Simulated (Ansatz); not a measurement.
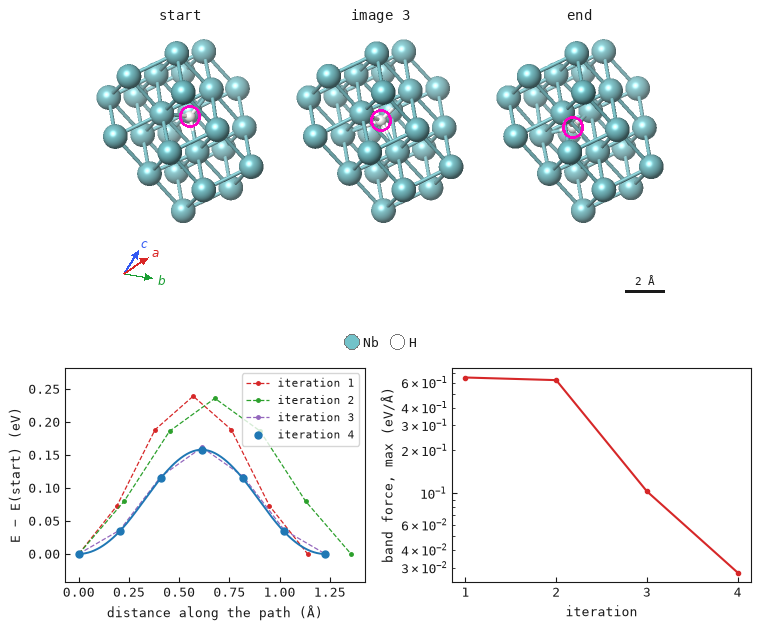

A search for the minimum-energy path of a defect cell of composition Nb₃₂H (33 atoms in the cell) by the nudged elastic band. Images are numbered from 0 (start) to 6 (end). The plot follows the band through its iterations. A ball-and-stick model of the atoms within 4.8 Å of the middle of the path, seen from a free direction. The moving atom is ringed, with any periodic copies. Bonds to atoms that aren't drawn are left out.

The calculation used Ansatz 0.2.0, DFT LDA, scalar-relativistic, plane waves, PAW. Run with plane-wave cutoff 420 eV; k-point mesh 3 × 3 × 3; Gaussian smearing 0.1 eV; 5 movable images; climbing image.

Question: Judge this run.

Answer: The run is converged, with reservations. The band converged in 4 iterations. The largest component of the band force went from 0.65 to 0.028 eV/Å. The climbing image converged on the top of the path. Its curvatures weren't checked. The first iteration put the highest image at 0.239 eV. The barrier is about 0.158 eV in both directions, with image 3 at the top; the ends have the same energy.

The run took 15 min on 8 threads of Intel(R) Xeon(R) Processor @ 2.70GHz, on a shared host, peak memory 11 GiB.
